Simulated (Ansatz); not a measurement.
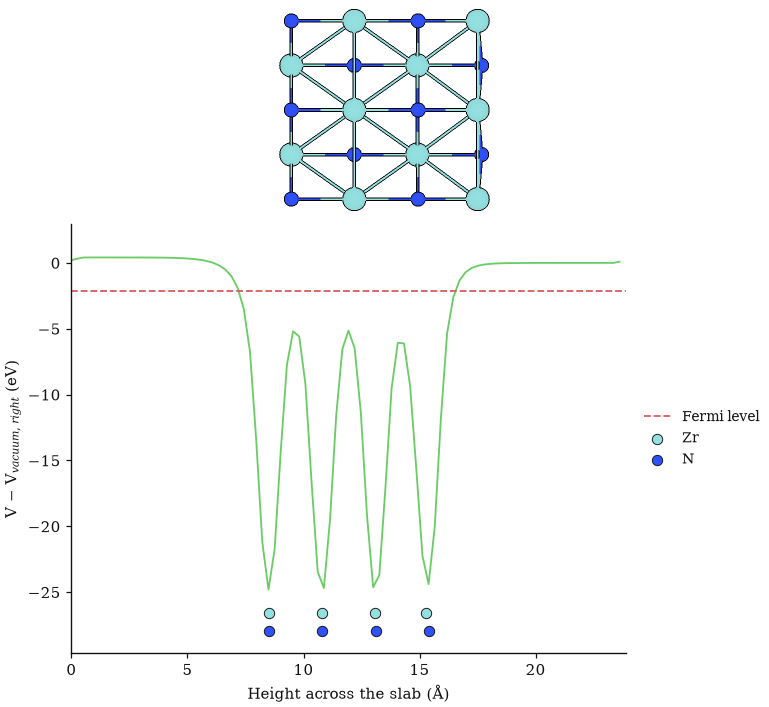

Plane-averaged electrostatic potential energy of an electron across the slab; circles at the bottom mark the heights of the atoms (positions after relaxation). The structure is drawn too.

Structure: a (100) slab cut from ZrN (Fm-3m), ended by ZrN planes, 8 atoms in the cell; a = 3.24 Å, b = 3.24 Å, c = 23.88 Å, α = 90.00°, β = 90.00°, γ = 90.00°.

Ansatz 0.2.0; DFT r2SCAN, scalar-relativistic, plane waves, PAW, no spin polarisation, 9×9×1 k mesh.

Question: What is the work function?

Answer: The work function is 2.10 eV at the right face and 2.51 eV at the left.

Question: How thick are slab and vacuum?

Answer: The outermost atoms are 6.9 Å apart, which leaves 17.0 Å of vacuum in a cell 23.9 Å high.

Question: Do the two faces differ, and what does that say about the slab's dipole?

Answer: The vacuum level is 0.41 eV higher at the left than at the right, so the slab carries a dipole along its normal; the ramp in the vacuum, at or near the edge of the plot, is the dipole correction that keeps each side flat. Some atoms were held fixed in the relaxation, which can itself make the faces differ.
